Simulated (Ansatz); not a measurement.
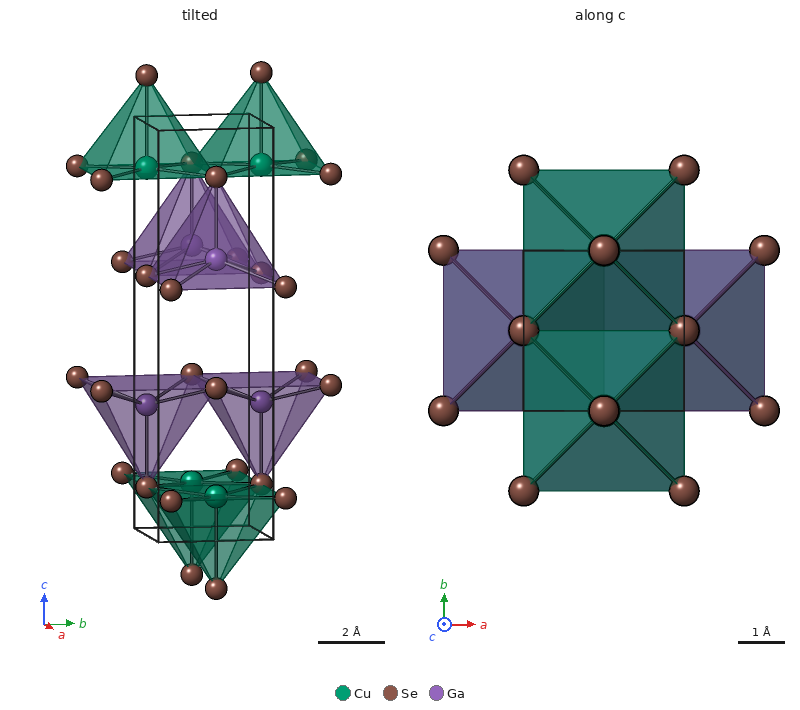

Structure drawing (polyhedral), viewed slightly off an axis and along the c axis. Thin lines show the conventional unit cell, with boundary atoms drawn in all their periodic places. A few atoms beyond the faces are included.

GaCuSe2, space group P4/nmm (No. 129), a = 3.551 Å, b = 3.551 Å, c = 12.571 Å, α = 90.00°, β = 90.00°, γ = 90.00°. The initial geometry was a structure type filled with these elements by a generator (whether the compound takes this form wasn't checked). Earlier steps of the study, as a rule a relaxation of our own, may have changed the cell and positions, so they can lie some per cent off the listed ones. A calculation with Ansatz used it as input.

This one geometry was computed with Ansatz (DFT, plane waves, PAW) at three levels of theory: r2SCAN, PBE and PBE with spin-orbit coupling. It was relaxed beforehand with r2SCAN.

Which level gives the highest pressure at this volume, and what does that say about its equilibrium volume?

Highest: PBE (2.1 GPa) and PBE with spin-orbit coupling (2.1 GPa), which points to the largest equilibrium volume. Lowest, with the smallest volume: r2SCAN (-0.1 GPa). Levels within 0.5 GPa of each other can't be told apart.

How does the band gap change with the level of theory?

All levels give a metal.

Collect the results in a table.

| level | cutoff (eV) | k-mesh of the run's cell | gap (eV) | pressure (GPa) |
| --- | --- | --- | --- | --- |
| r2SCAN | 500 | 8×8×2 | metal | -0.1 |
| PBE | 420 | 8×8×2 | metal | 2.1 |
| PBE with spin-orbit coupling | 420 | 8×8×2 | metal | 2.1 |

Gaps are taken on the k-mesh or band path of each run.
